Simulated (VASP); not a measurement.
TaN (space group P-6m2, No. 187). Coordinates: coordinates from a relaxation with VASP Kohn-Sham DFT of a periodic cell, BLYP with D4, VASP PAW PBE potentials, recommended, release 54 in VASP.

```cif
data_structure
_symmetry_space_group_name_H-M 'P 1'
_symmetry_Int_Tables_number 1
_cell_length_a 2.9594
_cell_length_b 2.9594
_cell_length_c 2.9084
_cell_angle_alpha 90.000
_cell_angle_beta 90.000
_cell_angle_gamma 120.000
_cell_volume 22.06
loop_
_atom_site_label
_atom_site_type_symbol
_atom_site_fract_x
_atom_site_fract_y
_atom_site_fract_z
_atom_site_occupancy
Ta1 Ta 0.00000 0.00000 0.50000 1
N1 N 0.66667 0.33333 0.00000 1
```

Describe the stacking along c, with columns A (0, 0), B (1/3, 2/3), C (2/3, 1/3) of the hexagonal mesh.

N(C) – Ta(A) (two layers in 2.91 Å).

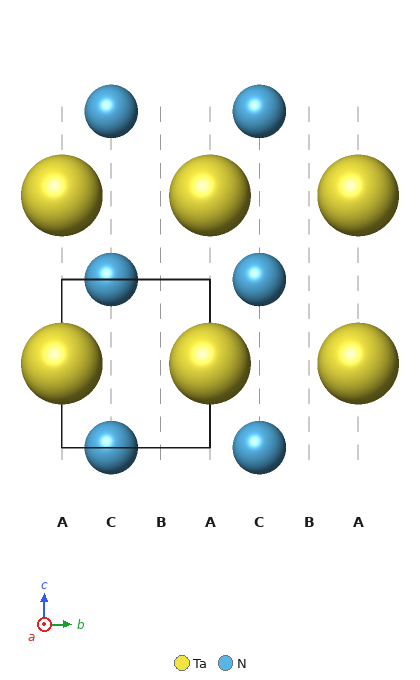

Projection along an edge of the hexagonal mesh, stacking direction c upwards. The dashed lines mark the three columns A (0, 0), B (1/3, 2/3) and C (2/3, 1/3). The sequence starts with the first layer at or above the cell's origin.
